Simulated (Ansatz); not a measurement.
Cell and atoms:

```
Si O
1.0
     5.26183    0.00000    0.00000
     2.62435    6.52285    0.00000
     2.53994    0.48721    6.61616
Si O
4 8
Direct
  0.90939 0.93266 0.23883
  0.41350 0.74116 0.43143
  0.09061 0.06734 0.76117
  0.58650 0.25884 0.56857
  0.74129 0.13450 0.36643
  0.25871 0.86550 0.63357
  0.19610 0.79776 0.30046
  0.30078 0.20273 0.70778
  0.80390 0.20224 0.69954
  0.69922 0.79727 0.29222
  0.00000 0.00000 0.00000
  0.50000 0.50000 0.50000
```

Question: Characterise the structure given above.

Answer: The solid is SiO2. It is primitive triclinic, space group P-1 (No. 2). Counting shared atoms by their share gives 4 Si, 8 O, or 12 atoms. The polyhedra are SiO4 tetrahedra; they share corners. The neighbours of Si are four O in a tetrahedral arrangement at 1.61 to 1.62 Å. The neighbours of O are two Si at 1.61 to 1.62 Å. The bonds build a three-dimensional framework.

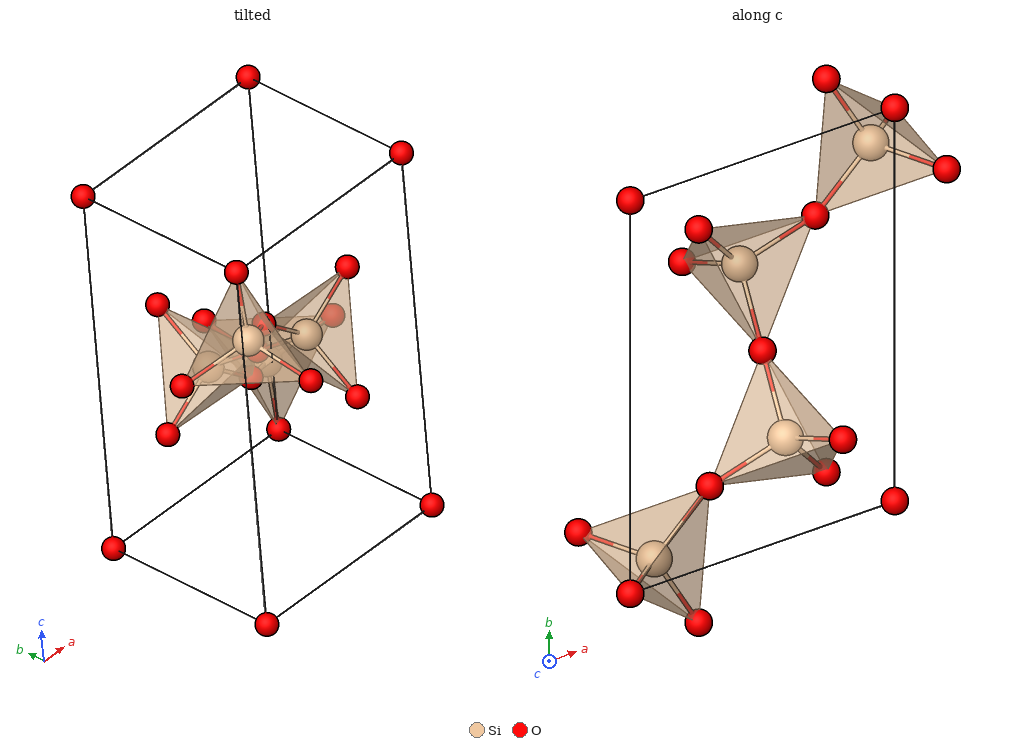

The figure gives a polyhedral picture of the atoms, viewed slightly off an axis and along the c axis. The wireframe shows the conventional unit cell. Some neighbours outside the box are added. Colours: silicon light orange, oxygen red.

Source of the structure: a structure listed in the Materials Project. The cell was then strained or its atoms displaced on purpose. The atoms were relaxed in a fixed cell with DFT r2SCAN, scalar-relativistic, plane waves, PAW in Ansatz 0.2.0.
